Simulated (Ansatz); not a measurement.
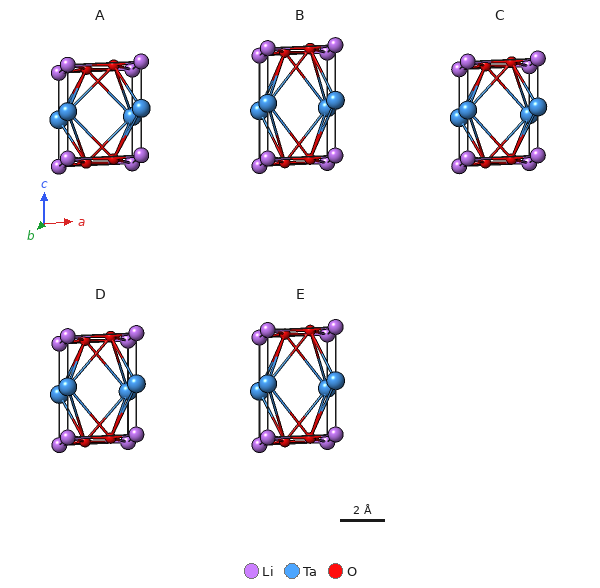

5 geometries from one relaxation of solid LiTaO2 (a generated structure, set up in P6/mmm) (coarse preliminary run), in shuffled order. The picture is a ball-and-stick view of the cell of the calculation, seen from a free direction.

The calculation used Ansatz, DFT PBE, scalar-relativistic, plane waves, PAW. (plane-wave cutoff 420 eV; k-point mesh 6 × 6 × 4; occupations gaussian; smearing width 0.1 eV; collinear spin; cell and atoms relaxed; force threshold 0.04 eV/Å; at most 70 steps)

Order the frames from highest to lowest energy.

Answer. A, C, D, E, B. They are steps 0, 1, 2, 4, 11, at +201 meV per atom, +91.4 meV per atom, +40.6 meV per atom, +17.1 meV per atom relative to the last. The energy falls by 201 meV per atom in 8 accepted moves (11 points after the start). All forces vanish by symmetry, so only the cell relaxes. Pressure: −6.91 GPa at the start and −0.01 GPa at the end. At 3 points the geometry stayed and the basis and grid were re-selected for the new cell (energy shift of 13.2 meV per atom at most each time). The atoms keep their places relative to the cell (all moves are under 0.005 Å). The drawn cell changes at constant volume: a = b 3.681 → 3.391 Å (−7.9 %), c 4.327 → 5.094 Å (+17.7 %). Among the contacts that change: Li–Ta 2.163 → 2.547 Å, Ta–Ta 3.681 → 3.391 Å, O–Ta 3.033 → 3.213 Å, Li–O 2.125 → 1.958 Å. The space group stays P6/mmm (No. 191).
